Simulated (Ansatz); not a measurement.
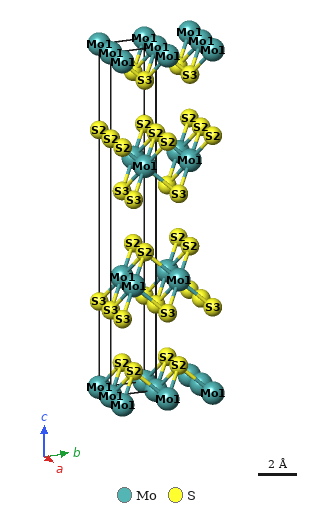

Starting structure of solid MoS₂ (set up in R-3m) (coarse preliminary run). A ball-and-stick model of the conventional cell (3 times the calculation's cell), repeated 2 × 2 × 1 with one cell outlined, seen slightly off an axis. Lengths and directions refer to the drawn axes.

Computed with DFT PBE+D3(BJ), scalar-relativistic, plane waves, PAW in Ansatz.

Input file:
```yaml
crystal:
  lattice:
    - [1.5855007458, 0.9153892824, 6.115]
    - [-1.5855007458, 0.9153892824, 6.115]
    - [0.0, -1.8307785648, 6.115]
  atoms:
    - { symbol: Mo, position: [0.0, 0.0, 0.0] }
    - { symbol: S, position: [0.75, 0.75, 0.75] }
    - { symbol: S, position: [0.25, 0.25, 0.25] }
basis:
  ecutwfc: 420
kpoints:
  mp_grid: { grid: [6, 6, 6] }
hamiltonian:
  xc: pbe
  dispersion: d3bj
scf:
  occupations: { method: gaussian, width: 0.1 }
output:
  forces: true
  stress: true
  eigenvalues: true
relax:
  adjacent_minimum: "off"
  f_tol: 0.05
  max_steps: 80
  cell: { stress_tol: 0.5 }
```

Run as
```bash
ansatz run input.yaml --threads 4 --pin off --max-ram 9216MiB --backend cpu --events-out ev --progress --plain --runs-dir out
```

### What does the optimiser find from here?

The energy falls by 22.6 meV per atom in 3 accepted moves (4 points after the start). The largest force component goes from 0.95 to 0.0067 eV/Å. The pressure goes from 4.00 to −0.05 GPa. At 1 point the geometry stayed and the basis and grid were re-selected for the new cell (energy shift of 0.1 meV per atom at most each time). The largest moves relative to the cell, 0.10 Å, are those of S2 and S3. S2 goes along +c. Mo stays in place. The volume changes by −4.2 %, with a = b 3.171 → 3.142 Å (−0.9 %), c 18.345 → 17.905 Å (−2.4 %). Near-neighbour distances that change, for instance: Mo1–S2 2.385 → 2.416 Å. Among the angles between lasting bonds that change: S2–Mo1–S2 83.3° → 81.1°, Mo1–S2–Mo1 83.3° → 81.1°, S2–Mo1–S3 96.7° → 98.9°. The space group stays R-3m (No. 166). Cost: 7.4 s on 4 threads of Intel(R) Xeon(R) Processor @ 2.50GHz (Skylake/Cascade Lake) (shared host), peak memory 0.39 GiB.

After the run, drawn alike:

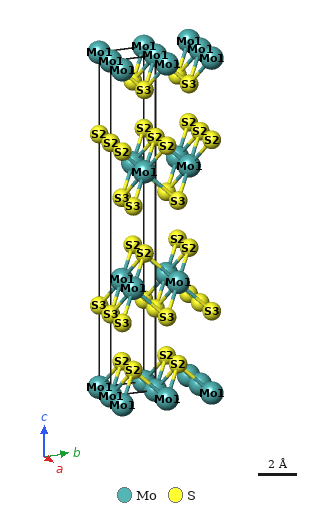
